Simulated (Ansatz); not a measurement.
## A series of single points on Hg

System: Hg (C2/c, 2 atoms in the cell).
Method: DFT, revPBE, plane waves (420 eV) with PAW, scalar-relativistic, no spin polarisation (Ansatz 0.2.0).

The 7 runs differ only in the geometry, by an even scaling of the cell at fixed fractional positions.

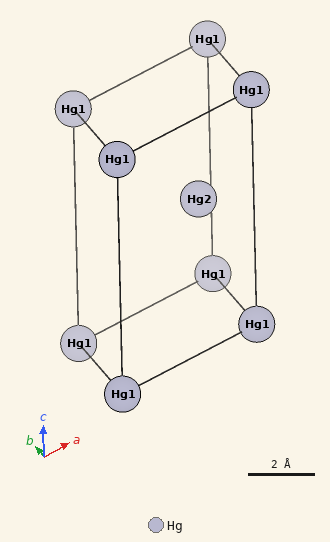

Figure 1. The structure of run 4 (ball-and-stick view of the reduced cell, seen slightly off an axis; atoms are numbered from 1 in the order of the input).

### Input of run 4
```yaml
crystal:
  lattice:
    - [-4.7435166747, 4.7356046585, 2.5450950233]
    - [4.7356046585, -4.7435166747, 2.5450950233]
    - [4.7460994382, 4.7460994382, -2.5595858954]
  atoms:
    - { symbol: Hg, position: [0.9998496824, 0.0001503176, 0.0] }
    - { symbol: Hg, position: [0.7501503176, 0.2498496824, 0.5] }
hamiltonian:
  xc: revpbe
  pseudopotentials:
    kind: paw
    azcp:
      Hg: "pseudopotentials/Hg.paw.azcp"
basis:
  ecutwfc: 420
  fft_grid_basis: typed
kpoints:
  mp_grid: { grid: [8, 8, 6], shift: [0, 0, 0] }
magnetization:
  spin_polarized: false
scf:
  occupations: { method: fermi_dirac, width: 0.1 }
  lower_state_search: "off"
output:
  stress: true
```

Run 6 differs from it as follows:
```diff
-    - [-4.7435166747, 4.7356046585, 2.5450950233]
-    - [4.7356046585, -4.7435166747, 2.5450950233]
-    - [4.7460994382, 4.7460994382, -2.5595858954]
+    - [-4.8667796498, 4.8586620354, 2.6112307631]
+    - [4.8586620354, -4.8667796498, 2.6112307631]
+    - [4.8694295279, 4.8694295279, -2.6260981888]
```

### Results, with one run withheld

| run | volume per atom (Å³) | free energy per atom, from the lowest run given (meV) | pressure (GPa) |
| --- | --- | --- | --- |
| 1 | 100.676 | 7.53 | 0.07 |
| 2 | 105.253 | 5.58 | 0.06 |
| 3 | 109.829 | 3.96 | 0.05 |
| 4 | 114.405 | 2.64 | 0.04 |
| 5 | 118.981 | 1.56 | 0.03 |
| 6 | 123.557 | ? | ? |
| 7 | 128.134 | 0.00 | 0.02 |

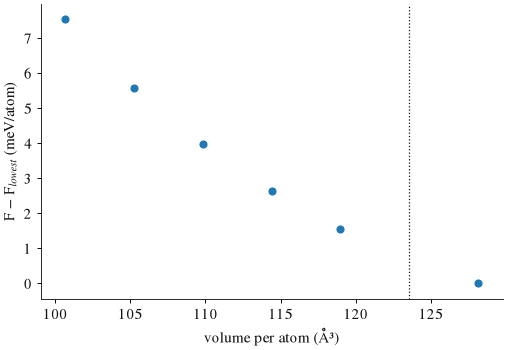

Figure 2. Free energy per atom of the runs given; the dotted line marks run 6.

Estimate the energy of run 6 from the others.

A cubic polynomial in V^(−2/3) (the Birch–Murnaghan form), fitted to the 6 runs given, misses them by under 0.01 meV per atom. With x = V^(−2/3) − 0.04296 Å⁻², it reads F = 3.2136 + 1124.5 x + 64044 x² − 3.0725e+05 x³ (meV per atom). At run 6 it gives 0.69 meV per atom, and the run itself gives 0.69. The slope of the fit gives a pressure −dF/dV of 0.03 GPa there, and the run prints 0.03 GPa. The fit has no minimum inside this range.

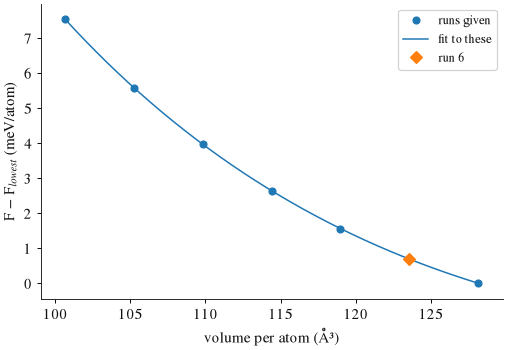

Figure 3. The fit and the withheld run.

### Output, shortened to warnings, some set-up lines, iterations and results (run 6)
```
Basis set: ecut = 420 eV, 4853 PW (Γ)
Symmetry: 4 space group operations
k-points: 114 of 384
Initial density: superposition of atomic densities (neutral atoms: chi_scale 0, normalization atom), corrected by the library's trained network
[...]
SCF iter   1: F=—  HF=-27648.076532 eV  |F-HF|=—  |Δ(HF+E_count)|=         —  Δρ=7.37e-4  dr2=2.52e-3  ethr=1.77e-3  ⟨swp⟩=5.1  Hψ=11490  notcnv=0
SCF iter   2: F=—  HF=-27648.076363 eV  |F-HF|=—  |Δ(HF+E_count)|=   1.68e-4  Δρ=2.52e-4  dr2=2.91e-4  ethr=6.29e-6  ⟨swp⟩=2.0  Hψ=5008  notcnv=0
SCF iter   3: F=—  HF=-27648.076307 eV  |F-HF|=—  |Δ(HF+E_count)|=   5.65e-5  Δρ=1.08e-4  dr2=5.14e-5  ethr=7.27e-7  ⟨swp⟩=3.0  Hψ=4074  notcnv=0
SCF iter   4: F=—  HF=-27648.076434 eV  |F-HF|=—  |Δ(HF+E_count)|=   1.27e-4  Δρ=2.44e-5  dr2=1.44e-6  ethr=1.28e-7  ⟨swp⟩=2.0  Hψ=4104  notcnv=0
SCF iter   5: F=-27648.076434 eV  HF=-27648.076434 eV  |F-HF|=1.66e-8  |Δ(HF+E_count)|=   3.81e-7  Δρ=4.63e-6  dr2=3.92e-8  ethr=3.60e-9  ⟨swp⟩=2.0  Hψ=4104  notcnv=0
SCF iter   6: F=-27648.076434 eV  HF=-27648.076434 eV  |F-HF|=6.18e-10  |Δ(HF+E_count)|=   1.79e-9  Δρ=6.91e-7  dr2=2.33e-9  ethr=9.80e-11  ⟨swp⟩=2.7  Hψ=10365  notcnv=0
SCF 1 converged in 6 iterations: F = -27648.076434 eV  dr2 = 2.33e-9
SCF converged after 6 iterations
Free energy (F): -27648.076434 eV
Harris-Foulkes:  -27648.076434 eV  (|F-HF|=6.18e-10)
Internal energy: -27648.076434 eV  (E = F + TS)
E sigma→0 (E₀):  -27648.076434 eV
Fermi energy:    -0.598997 eV
--- Per-component energies (eV) ---
  E_band       = -1346.974435
  E_kinetic    = 1211.720213
  E_local      = -9400.835494  (includes V_loc(G=0)·N_el)
  E_nonlocal   = 145.117807
  E_hartree    = 4055.890631
  E_xc         = -440.715726
  E_vxc        = -522.288797  (∫ρ·V_xc dr)
  E_paw        = -19913.911056  (= ΣΔE_a)
  E_vpaw       = -892.472155  (= ΣTr[D̂ρ^β])
  E_aug_tail   = 0.001888  (compensation charges beyond the density's cutoff)
  E_ewald      = -3305.261060
  E_core_change = -0.083637  (= ΣΔE_core)
  E_smearing   = -0.000000  (= −TS)
  E_closure    = 0.000000  (closes the sum)
  Σ components = -27648.076434   (vs F -27648.076434, Δ=0.00e0)
--- Stress (GPa, compression-positive) ---
        0.027841       0.000014      -0.000042
        0.000014       0.027841      -0.000042
       -0.000042      -0.000042       0.025124
  P = ⅓ Tr σ = 0.0269 GPa (0.269 kbar)
```

Notes: Spin–orbit coupling is left out, which matters for Hg.
